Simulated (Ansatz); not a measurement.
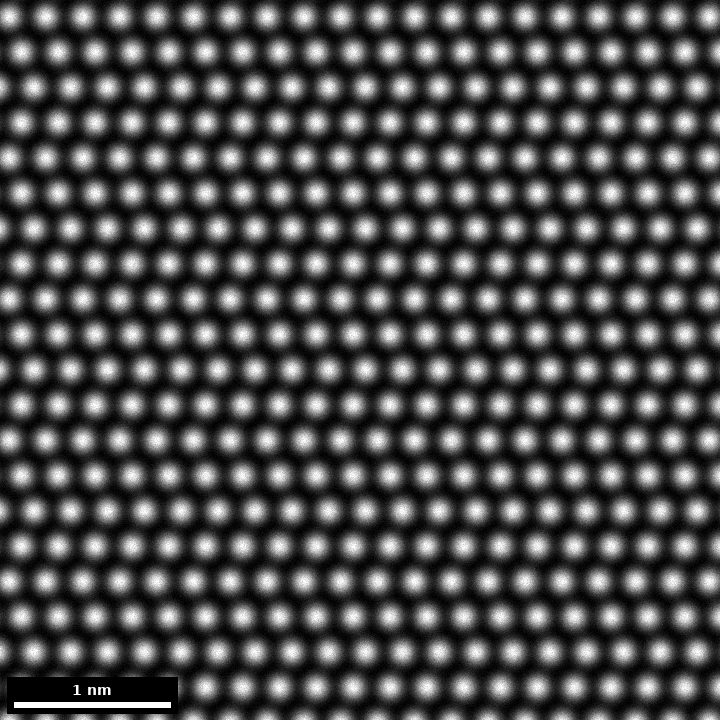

An image along [100] of one of the structures below (computed or model cells, partly hypothetical, each in its standard cell). Simulated incoherent Z contrast: every atom adds Z^1.8 spread by a probe of 1.30 Å full width; channelling and multiple scattering are left out. Shot noise was added.

A. Si
Space group Ia-3 (No. 206). a = 6.647 Å, b = 6.647 Å, c = 6.647 Å, α = 90.00°, β = 90.00°, γ = 90.00°
```
atom  site  symmetry       x       y       z
  Si   16c       .3.  0.1008  0.1008  0.1008
```

B. Si
Space group Fm-3m (No. 225). a = 3.866 Å, b = 3.866 Å, c = 3.866 Å, α = 90.00°, β = 90.00°, γ = 90.00°
| atom | site | symmetry | x | y | z |
| --- | --- | --- | --- | --- | --- |
| Si | 4a | m-3m | 0.0000 | 0.0000 | 0.0000 |

C. Si
Space group P6_3/mmc (No. 194). a = 2.719 Å, b = 2.719 Å, c = 9.020 Å, α = 90.00°, β = 90.00°, γ = 120.00°
```json
{"atom": "Si", "site": "2a", "symmetry": "-3m.", "x": "0.0000", "y": "0.0000", "z": "0.0000"}
{"atom": "Si", "site": "2c", "symmetry": "-6m2", "x": "0.3333", "y": "0.6667", "z": "0.2500"}
```

D. Si
Space group Pm-3n (No. 223). a = 4.931 Å, b = 4.931 Å, c = 4.931 Å, α = 90.00°, β = 90.00°, γ = 90.00°
```csv
atom,site,symmetry,x,y,z
Si,2a,m-3.,0.0000,0.0000,0.0000
Si,6c,-4m.2,0.2500,0.0000,0.5000
```

> Which structure was imaged?

C, Si. Along [100] the projected cells are A 3.32 × 3.32 Å, 90°; B 1.93 × 1.93 Å, 90°; C 2.35 × 9.02 Å, 90°; D 4.93 × 4.93 Å, 90°. The image repeats as C does.

Structure C: coordinates from a relaxation with Ansatz, DFT, PBE, plane waves (420 eV) with PAW, scalar-relativistic; the starting structure was generated, so it need not be a known form of this composition.
